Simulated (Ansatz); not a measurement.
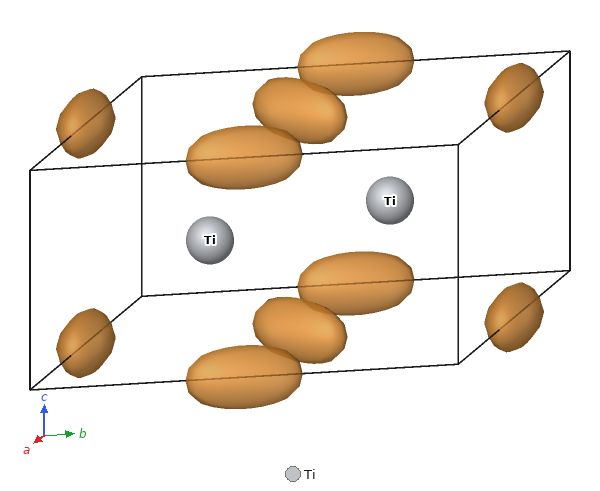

Figure. Ti. Isosurface of the ELF at 0.75 (orange), seen slightly off an axis. Only the valence region is drawn (cores and ρ < 0.01 e/Å³ removed).

Space group P6/mmm; a structure generated by program, which may or may not match a known phase; computed without spin polarisation.

The calculation used DFT PBE, scalar-relativistic, plane waves, PAW (Ansatz).

Core electrons are frozen (PAW), and the valence fields are smoothed inside the atomic spheres.

```xyz
2
Lattice="4.7693 0.0000 0.0000 -2.3847 4.1304 0.0000 0.0000 0.0000 2.4153" Properties=species:S:1:pos:R:3 pbc="T T T"
Ti    0.0000    2.7536    1.2076
Ti    2.3847    1.3768    1.2076
```

Q: Where are the electrons localised?

A: The ELF exceeds this value in three pockets between the atoms, centred on no nucleus (multi-centre or interstitial), counted in one cell of 2 atoms. Any copies at cell faces, edges or corners count once. There are no localised bonds or lone pairs at this value. Profiles from the grid: Ti–Ti (2.42 Å): the ELF is about 0.20 at the midpoint (no shared electron pair shows on this line).

Q: Does the calculation make it a metal, or give it a gap?

A: It is metallic or semimetallic at this level of theory: no gap opens.
